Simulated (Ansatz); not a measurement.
# Sn8O: geometry relaxation (part 2 of 2)

The same run, continued: Sn8O (slab, 9 atoms in the cell); DFT PBEsol, scalar-relativistic, plane waves, PAW, no spin polarisation (Ansatz 0.2.0); cutoff 420 eV, 6×5×1 k-mesh, Gaussian smearing of 0.1 eV. The structure derives from an entry of the Crystallography Open Database. The input holds or restrains some coordinates. Forces given for the steps count only the free coordinates. It belongs to a series of runs on one base structure; here: O over the place (0/6, 5/6) of the surface cell, its height relaxed.

```
WARN: The output density's exchange-correlation potential varies sharply where the density is thin. Do not read a vacuum level from v_tot or v_xc, or from such a field of the output density. On a cell that repeats whose density bears no net charge and no dipole along the vacuum's axis use v_es (v_loc + v_h of the components); under efield.dipole_correction with no amplitude use v_es + v_field, which holds any external_charges[].barrier, or the levels of the report's work_function block, which leave it out; under a non-zero efield.amplitude the vacuum is tilted and has no level; on a cell that repeats and bears such a dipole with no correction it is tilted too, and efield.dipole_correction with no amplitude gives each side of its ramp a level where efield: is served; in a cell that repeats whose density bears a net charge (total_charge, or a fill off its count) it is curved and has none; of a slab under crystal.periodic whose density bears no net charge use v_es, which has a level on each side, short of where the two are joined; of another it falls or rises all the way out and has none; of a slab beside external_charges read slab_vacuum_level instead, which it has where they leave it neutral. The grid or the basis barely resolves most such structure, and the values can differ between equally converged runs; as a rule a tighter scf.convergence.dr2_threshold does not remove it. Where the density itself ripples (under the LDA too) a higher basis.ecutwfc lessens it. The files hold the spikes' plane waves up to the density's cutoff. Files: v_tot_of_output_density and the like, and their columns of v_z.tsv (output.write_potential); v_xc_of_output_density and the like, and their columns of v_comp_z.tsv (output.write_potential_components). Measured: with its Gaussian average of σ = 0.25 Å subtracted twice, the exchange-correlation potential is over 0.1 eV at 354 of the grid points where the equally averaged density (valence and model cores) is under 1e-3 e/Å³, and 0.467 eV at the most among them, at an averaged density of 9.7e-4 e/Å³. The input density's (outcome.potential() and, of a run that writes arrays, v_tot and v_xc) is over 0.1 eV, so measured, at 380 points of its own thin density, 0.468 eV at the most. See output.write_potential in the manual, Limitations
SCF converged after 2 iterations
Free energy (F): -48153.593358 eV
Harris-Foulkes:  -48153.593358 eV  (|F-HF|=4.75e-9)
Internal energy: -48153.551894 eV  (E = F + TS)
E sigma→0 (E₀):  -48153.572626 eV
Entropy (-TS):   -0.041464 eV (-4.607 meV/atom)
Fermi energy:    -1.004009 eV
Dipole field:    D = -0.088021 V/Å  (p = -0.381783 e·Å, saw-weighted, corrected)
Work function:   Φ+ = 6.6864 eV   Φ− = 4.4033 eV
Levels:          The Fermi level and band energies are counted from a zero that moves with the ramp; work functions are not
--- Per-component energies (eV) ---
  E_band       = -1977.071546
  E_kinetic    = 1666.613360
  E_local      = -81039.962765  (includes V_loc(G=0)·N_el)
  E_nonlocal   = -194.290347
  E_hartree    = 40667.411563
  E_xc         = -3099.669024
  E_vxc        = -859.455461  (∫ρ·V_xc dr)
  E_paw        = -32675.852172  (= ΣΔE_a)
  E_vpaw       = -2878.444301  (= ΣTr[D̂ρ^β])
  E_aug_tail   = 0.002317  (compensation charges beyond the density's cutoff)
  E_efield     = 0.016803  (sawtooth field / dipole correction)
  E_vefield    = -6.339356  (∫n·V_field dr)
  E_ewald      = 26519.864365
  E_core_change = 2.314006  (= ΣΔE_core)
  E_smearing   = -0.041464  (= −TS)
  E_closure    = 0.000000  (closes the sum)
  Σ components = -48153.593358   (vs F -48153.593358, Δ=0.00e0)
--- Forces (eV/Å), atoms counted from 1 ---
  atom   1  Sn     0.00000000     0.12324177    -0.19329482
  atom   2  Sn     0.00000000    -0.20727631     0.10872706
  atom   3  Sn     0.00000000    -0.09457134     0.06093062
  atom   4  Sn     0.00000000     0.12086619     0.11876026
  atom   5  Sn     0.00000000    -0.04361189     0.12659392
  atom   6  Sn     0.00000000    -0.10062819    -0.52152492
  atom   7  Sn     0.00000000    -0.01214790     0.44738528
  atom   8  Sn     0.00000000     0.56826166    -0.14638192
  atom   9  O      0.00000000    -0.35415821    -0.00124852
  max |Σ_I F_I| component: 5.30e-5 eV/Å
--- Band table (eV; the first three rows and the last of 12) ---
  k-point 0: bands = ["-22.4185", "-22.4131", "-22.4042", "-22.3867", "-22.3699", "-22.3484", "-22.3319", "-22.3170", "-22.3074", "-22.3008", "-22.2878", "-22.2769", "-22.2696", "-22.2465", "-22.2392", "-22.2288", "-22.2153", "-22.2025", "-22.1519", "-22.1455", "-22.1347", "-22.1035", "-22.0893", "-22.0712", "-22.0517", "-22.0351", "-22.0236", "-21.9955", "-21.9945", "-21.9825", "-21.9661", "-21.9490", "-21.9486", "-21.9402", "-21.9097", "-21.8494", "-21.8087", "-21.7786", "-21.6732", "-21.6686", "-16.7308", "-10.8711", "-10.0305", "-8.9744", "-8.3579", "-7.7528", "-6.6445", "-4.9155", "-3.6483", "-3.5701", "-3.1885", "-2.9481", "-2.5193", "-2.5123", "-2.0256", "-1.7964", "-1.4255", "-1.0689", "-0.8776", "-0.5612", "0.1087", "0.2753", "0.4843", "0.8223", "0.9460", "1.5814", "1.8269", "2.0356", "2.7254", "2.8837", "3.1336"]
  k-point 1: bands = ["-22.4138", "-22.4109", "-22.4005", "-22.3855", "-22.3703", "-22.3545", "-22.3304", "-22.3216", "-22.3035", "-22.3035", "-22.2953", "-22.2752", "-22.2703", "-22.2469", "-22.2394", "-22.2313", "-22.2242", "-22.1965", "-22.1498", "-22.1440", "-22.1440", "-22.0947", "-22.0911", "-22.0699", "-22.0428", "-22.0310", "-22.0226", "-21.9948", "-21.9911", "-21.9881", "-21.9659", "-21.9495", "-21.9434", "-21.9431", "-21.9140", "-21.8509", "-21.8090", "-21.7803", "-21.6736", "-21.6686", "-16.7306", "-10.7521", "-9.9496", "-9.1269", "-8.9922", "-6.9877", "-6.6094", "-5.2629", "-3.7985", "-3.3688", "-3.1243", "-2.8451", "-2.4563", "-2.3759", "-1.9196", "-1.8031", "-1.3775", "-1.2710", "-0.7510", "-0.7346", "-0.3009", "0.3321", "0.4541", "0.7303", "0.8481", "1.6803", "2.2088", "2.2299", "2.6851", "2.8522", "3.0596"]
  k-point 2: bands = ["-22.4070", "-22.4034", "-22.3921", "-22.3840", "-22.3744", "-22.3653", "-22.3283", "-22.3281", "-22.3104", "-22.3070", "-22.2908", "-22.2737", "-22.2625", "-22.2623", "-22.2412", "-22.2377", "-22.2326", "-22.1817", "-22.1544", "-22.1534", "-22.1413", "-22.0948", "-22.0731", "-22.0730", "-22.0334", "-22.0248", "-22.0187", "-22.0054", "-21.9867", "-21.9806", "-21.9627", "-21.9584", "-21.9444", "-21.9360", "-21.9233", "-21.8533", "-21.8096", "-21.7832", "-21.6743", "-21.6685", "-16.7302", "-10.4013", "-9.8695", "-9.6658", "-9.3367", "-6.4367", "-6.2035", "-5.5422", "-4.7042", "-2.9495", "-2.6284", "-2.5442", "-2.2686", "-2.2682", "-1.8828", "-1.7276", "-1.7186", "-1.2583", "-1.0803", "-0.8940", "-0.7153", "0.2392", "0.4922", "0.7113", "0.9677", "1.7909", "2.2058", "2.5965", "2.8676", "2.9487", "3.1250"]
  k-point 11: bands = ["-22.4228", "-22.4212", "-22.4066", "-22.4057", "-22.3770", "-22.3758", "-22.3284", "-22.3248", "-22.2877", "-22.2752", "-22.2639", "-22.2486", "-22.2474", "-22.2432", "-22.2218", "-22.2207", "-22.2123", "-22.2016", "-22.1663", "-22.1587", "-22.1073", "-22.1017", "-22.0762", "-22.0730", "-22.0653", "-22.0493", "-22.0461", "-22.0294", "-22.0261", "-21.9634", "-21.9613", "-21.9460", "-21.9431", "-21.9386", "-21.8675", "-21.8648", "-21.8053", "-21.7834", "-21.6820", "-21.6777", "-16.7128", "-9.3054", "-9.2768", "-8.4780", "-8.3575", "-7.4249", "-7.2868", "-6.9589", "-6.8980", "-3.5439", "-3.4382", "-3.3941", "-3.2428", "-2.8275", "-2.5723", "-2.5061", "-1.9119", "-1.5511", "-1.2102", "-0.9916", "-0.5082", "0.7504", "1.1124", "1.7201", "1.9259", "2.5115", "2.6087", "2.9293", "3.3353", "3.4874", "3.6168"]
--- Relaxed structure (5 steps of the walk, 5 accepted, 0 SCFs on fresh bases) ---
  F+E_penalty+E_count = -48153.59335785 eV   max|allowed force component| = 1.249e-3 eV/Å
  atoms:
    - { symbol: Sn, position: [0.5, 0.0, 0.32769984369999994] }
    - { symbol: Sn, position: [0.0, 0.25, 0.32769984369999994] }
    - { symbol: Sn, position: [0.0, 0.5, 0.41686466599999994] }
    - { symbol: Sn, position: [0.5, 0.75, 0.41686466599999994] }
    - { symbol: Sn, position: [0.5, -0.0008212281, 0.5077593929999998] }
    - { symbol: Sn, position: [0.0, 0.2508212281, 0.5077593929999998] }
    - { symbol: Sn, position: [0.0, 0.5006201598, 0.5966396218999999] }
    - { symbol: Sn, position: [0.5, 0.7493798402, 0.5966396218999999] }
    - { symbol: O, position: [0.0, 1.3339534930999999, 0.6552610248683086] }
```

### Trajectory as extended XYZ (Å, eV, eV/Å), 5 frames, from step=1 to step=5
```
9
Lattice="4.6256 0.0000 0.0000 0.0000 6.5416 0.0000 0.0000 0.0000 25.9384" Properties=species:S:1:pos:R:3:forces:R:3 step=1 energy=-48153.25575
Sn    2.3128    0.0000    8.5000    0.0000   0.1213  -0.1556
Sn    0.0000    1.6354    8.5000    0.0000  -0.1905   0.0639
Sn    0.0000    3.2708   10.8128    0.0000  -0.1059   0.0785
Sn    2.3128    4.9062   10.8128    0.0000   0.1220   0.1216
Sn    2.3128   -0.0054   13.1705    0.0000  -0.0315   0.0849
Sn    0.0000    1.6408   13.1705    0.0000  -0.1064  -0.4258
Sn    0.0000    3.2748   15.4759    0.0000  -1.5193   2.9192
Sn    2.3128    4.9021   15.4759    0.0000   0.4124  -0.0356
O     0.0000    8.7261   17.2159    0.0000   1.2982  -2.6512
9
Lattice="4.6256 0.0000 0.0000 0.0000 6.5416 0.0000 0.0000 0.0000 25.9384" Properties=species:S:1:pos:R:3:forces:R:3 step=2 energy=-48153.58793
Sn    2.3128    0.0000    8.5000    0.0000   0.1223  -0.1912
Sn    0.0000    1.6354    8.5000    0.0000  -0.2069   0.1063
Sn    0.0000    3.2708   10.8128    0.0000  -0.0949   0.0628
Sn    2.3128    4.9062   10.8128    0.0000   0.1221   0.1196
Sn    2.3128   -0.0054   13.1705    0.0000  -0.0422   0.1215
Sn    0.0000    1.6408   13.1705    0.0000  -0.1013  -0.5095
Sn    0.0000    3.2748   15.4759    0.0000  -0.2981   0.8577
Sn    2.3128    4.9021   15.4759    0.0000   0.5509  -0.1329
O     0.0000    8.7261   17.0209    0.0000  -0.0523  -0.4337
9
Lattice="4.6256 0.0000 0.0000 0.0000 6.5416 0.0000 0.0000 0.0000 25.9384" Properties=species:S:1:pos:R:3:forces:R:3 step=3 energy=-48153.59309
Sn    2.3128    0.0000    8.5000    0.0000   0.1227  -0.1948
Sn    0.0000    1.6354    8.5000    0.0000  -0.2081   0.1106
Sn    0.0000    3.2708   10.8128    0.0000  -0.0939   0.0606
Sn    2.3128    4.9062   10.8128    0.0000   0.1212   0.1186
Sn    2.3128   -0.0054   13.1705    0.0000  -0.0441   0.1279
Sn    0.0000    1.6408   13.1705    0.0000  -0.1007  -0.5243
Sn    0.0000    3.2748   15.4759    0.0000   0.0570   0.3504
Sn    2.3128    4.9021   15.4759    0.0000   0.5722  -0.1495
O     0.0000    8.7261   16.9910    0.0000  -0.4266   0.1007
9
Lattice="4.6256 0.0000 0.0000 0.0000 6.5416 0.0000 0.0000 0.0000 25.9384" Properties=species:S:1:pos:R:3:forces:R:3 step=4 energy=-48153.59336
Sn    2.3128    0.0000    8.5000    0.0000   0.1233  -0.1933
Sn    0.0000    1.6354    8.5000    0.0000  -0.2073   0.1087
Sn    0.0000    3.2708   10.8128    0.0000  -0.0946   0.0609
Sn    2.3128    4.9062   10.8128    0.0000   0.1209   0.1188
Sn    2.3128   -0.0054   13.1705    0.0000  -0.0436   0.1266
Sn    0.0000    1.6408   13.1705    0.0000  -0.1006  -0.5216
Sn    0.0000    3.2748   15.4759    0.0000  -0.0121   0.4474
Sn    2.3128    4.9021   15.4759    0.0000   0.5683  -0.1463
O     0.0000    8.7261   16.9964    0.0000  -0.3542  -0.0012
9
Lattice="4.6256 0.0000 0.0000 0.0000 6.5416 0.0000 0.0000 0.0000 25.9384" Properties=species:S:1:pos:R:3:forces:R:3 step=5 energy=-48153.59336
Sn    2.3128    0.0000    8.5000    0.0000   0.1232  -0.1933
Sn    0.0000    1.6354    8.5000    0.0000  -0.2073   0.1087
Sn    0.0000    3.2708   10.8128    0.0000  -0.0946   0.0609
Sn    2.3128    4.9062   10.8128    0.0000   0.1209   0.1188
Sn    2.3128   -0.0054   13.1705    0.0000  -0.0436   0.1266
Sn    0.0000    1.6408   13.1705    0.0000  -0.1006  -0.5215
Sn    0.0000    3.2748   15.4759    0.0000  -0.0121   0.4474
Sn    2.3128    4.9021   15.4759    0.0000   0.5683  -0.1464
O     0.0000    8.7261   16.9964    0.0000  -0.3542  -0.0012
```

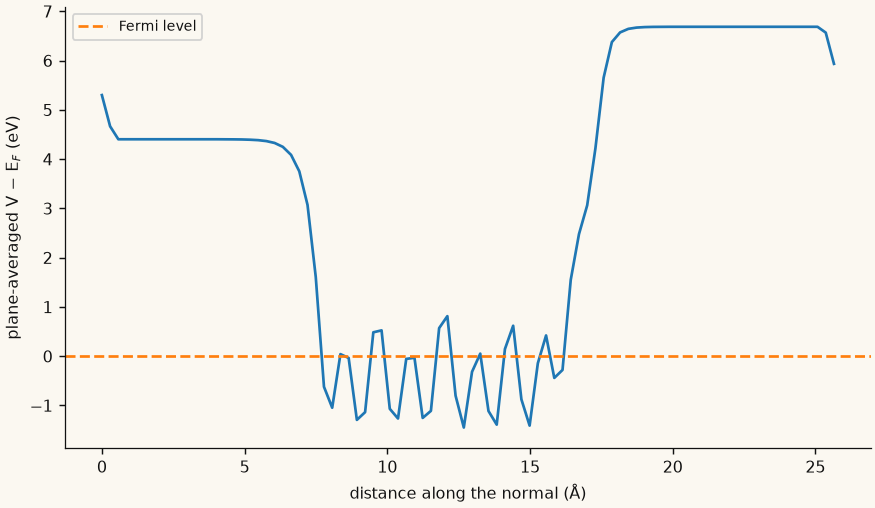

Fig. 1: Plane average of the electrostatic potential energy of an electron across the cell, from the Fermi level. The vacuum level lies 6.69 eV above the Fermi level on the upper side and 4.40 eV on the lower.

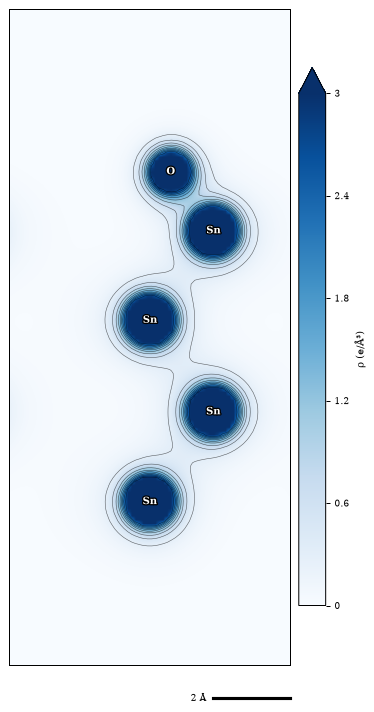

Fig. 2: Valence pseudo-density on the (100) plane of the calculation cell, a cut from vacuum to vacuum. The section cuts through Sn and O sites. Sn–O (1.87 Å): ρ is about 1 e/Å³ halfway. Sn–Sn (2.83 Å): ρ is about 0.33 e/Å³ halfway. Sn–Sn (2.87 Å): ρ is about 0.33 e/Å³ halfway. The density dies away to nearly zero in the vacuum. In a PAW calculation such maps are meaningful between the atoms, not at the nuclei.

This output came from the following input.

### Input
```yaml
crystal:
  lattice:
    - [4.6255804186, 0.0, 0.0]
    - [0.0, 6.5415585618, 0.0]
    - [0.0, 0.0, 25.9383706279]
  atoms:
    - { symbol: Sn, position: [0.5, 0.0, 0.3276998437] }
    - { symbol: Sn, position: [0.0, 0.25, 0.3276998437] }
    - { symbol: Sn, position: [0.0, 0.5, 0.416864666] }
    - { symbol: Sn, position: [0.5, 0.75, 0.416864666] }
    - { symbol: Sn, position: [0.5, -0.0008212281, 0.507759393] }
    - { symbol: Sn, position: [0.0, 0.2508212281, 0.507759393] }
    - { symbol: Sn, position: [0.0, 0.5006201598, 0.5966396219] }
    - { symbol: Sn, position: [0.5, 0.7493798402, 0.5966396219] }
    - { symbol: O, position: [0.0, 1.3339534931, 0.6637217076] }
basis:
  ecutwfc: 420
kpoints:
  mp_grid: { grid: [6, 5, 1] }
hamiltonian:
  xc: pbesol
scf:
  occupations: { method: gaussian, width: 0.1 }
output:
  forces: true
  eigenvalues: true
  write_density: true
  write_potential: true
  elf: true
  volumetric_format: npy
relax:
  adjacent_minimum: "off"
  f_tol: 0.02
  max_steps: 25
  constraints: [{ sites: [0, 1, 2, 3, 4, 5, 6, 7] }, { site: 8, fix: xy }]
efield:
  axis: 3
  dipole_correction: true
  ramp_width: 0.04
```

Launch command:
```bash
ansatz run input.yaml --threads 2 --pin off --max-ram 5120MiB --backend cpu --events-out ev --progress --plain --runs-dir out
```

### Results in brief

| quantity | value |
| --- | --- |
| outcome | converged under the restraints of the input |
| electrons treated | 118 |
| free energy | −48153.5934 eV |
| work function, top face | 6.69 eV |
| work function, bottom face | 4.40 eV |
| Fermi energy | −1.004 eV |
| gap on the k-point mesh | none (metallic) |
| final volume | 784.86 Å³ |
| work function (upper face) | 6.69 eV |
| largest force (length of the vector) at the end, held atoms and coordinates included | 0.587 eV/Å |
| hardware | 2 threads of Intel Xeon @ 2.50GHz (Skylake/Cascade Lake), 192 GiB of memory available, shared host |
| wall time | 3.9 min (CPU time 7.5 min) |
| peak memory | 1.4 GiB |

### Remarks

The program warns: the exchange-correlation potential is rough where the density is thin.
